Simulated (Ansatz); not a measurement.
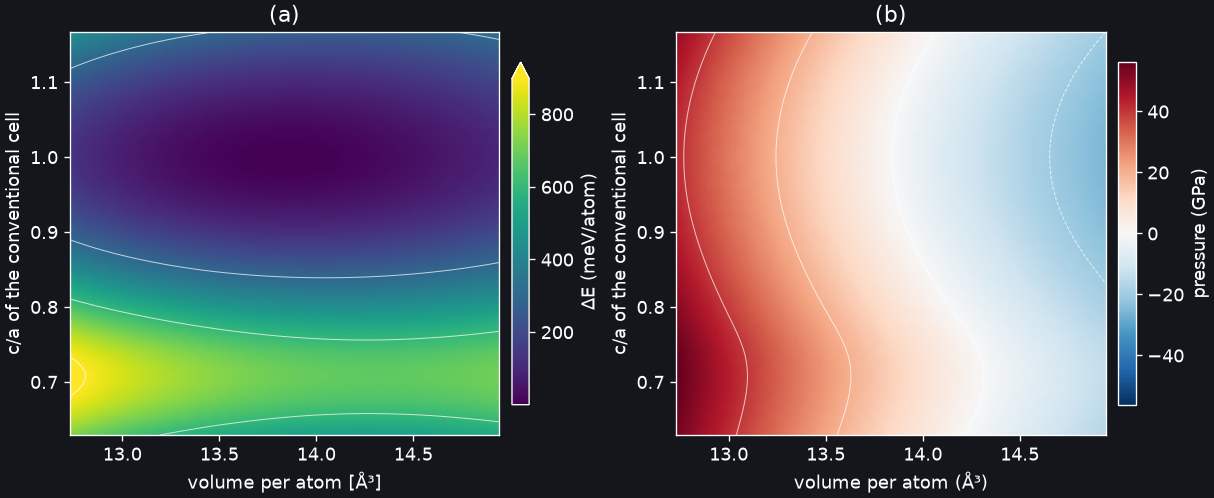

Ir (Fm-3m, No. 225; 1 atom in the cell). The energy is mapped over volume and the cell's shape. The first coordinate is: volume per atom; the second: c/a of the conventional cell. Nothing is relaxed (symmetry fixes all fractional coordinates). The grid has 7 × 9 points. Points are written as (first, second). Energies are in meV/atom, from the lowest grid point. Level of theory: Ansatz 0.2.0, DFT LDA, scalar-relativistic, plane waves, PAW. Settings: cutoff 420 eV, k-mesh 22×22×22, gaussian smearing 0.15 eV, no spin polarisation.

Panel (a) is the energy; panel (b) is the computed pressure, in GPa.

The picture shows a smooth colour map with a few white contour lines, one colour for all values above the top of the scale. Between grid points the surface is interpolated.

How does the pressure vary over the map, and what is it at the lowest grid point?

Answer. It runs from −26 GPa at (14.942 Å³, 1.000) [fcc] to 56 GPa at (12.729 Å³, 0.680). At the lowest grid point, (13.835 Å³, 1.000) [fcc], it is 0 GPa. The pressure is minus the slope of the energy with volume, so it vanishes at the true minimum, which need not be a grid point.

PAW datasets: the set soft_1.
